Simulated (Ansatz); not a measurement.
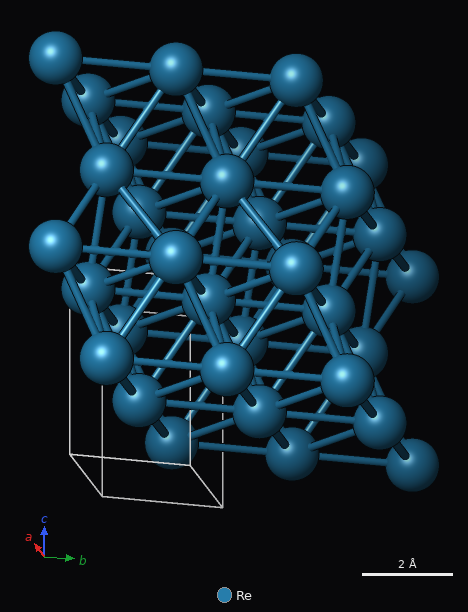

Reference structure: a crystal of Re (set up in P6_3/mmc). Style: ball-and-stick. Shown: the cell of the calculation, repeated 3 × 3 × 2 with one cell outlined, from a free direction.

Level of theory: DFT PBE, scalar-relativistic, plane waves, PAW in Ansatz 0.2.0. (plane-wave cutoff 420 eV; k-point mesh 18 × 18 × 10; occupations gaussian; smearing width 0.1 eV; no spin polarisation)

Now this is done to it. The volume is changed by −6.0 %. The atoms are relaxed in that cell.

Input
```yaml
crystal:
  lattice:
    - [2.7182408294, 0.0, 0.0]
    - [-1.3591204147, 2.3540656118, 0.0]
    - [0.0, 0.0, 4.3925894634]
  atoms:
    - { symbol: Re, position: [0.3333333333, 0.6666666667, 0.25] }
    - { symbol: Re, position: [0.6666666667, 0.3333333333, 0.75] }
basis:
  ecutwfc: 420
kpoints:
  mp_grid: { grid: [18, 18, 10] }
hamiltonian:
  xc: pbe
scf:
  occupations: { method: gaussian, width: 0.1 }
output:
  forces: true
  stress: true
  eigenvalues: true
relax:
  adjacent_minimum: "off"
  f_tol: 0.01
  max_steps: 30
  cell: { stress_tol: 0.1, fix: [volume] }
```

Launched with:
```bash
ansatz run input.yaml --threads 1 --pin off --max-ram 2560MiB --backend cpu --events-out ev --progress --plain --runs-dir out
```

**What does the calculation give for the changed structure?**

It costs 68.3 meV per atom. The pressure goes from 0.0 to 25.8 GPa. The volume changes by −6.0 %, with a = b 2.775 → 2.718 Å (−2.0 %), c 4.484 → 4.393 Å (−2.0 %). No atom moves by more than 0.005 Å relative to the cell. Near-neighbour distances before and after: Re–Re 2.775 → 2.718 Å, Re–Re 2.756 → 2.699 Å. The space group stays P6_3/mmc (No. 194).

The changed structure in the same view:

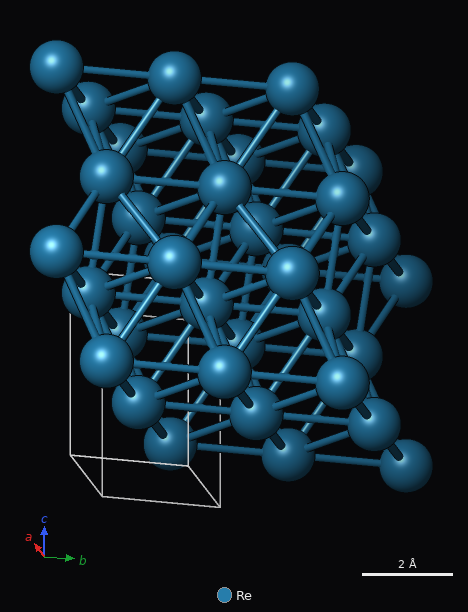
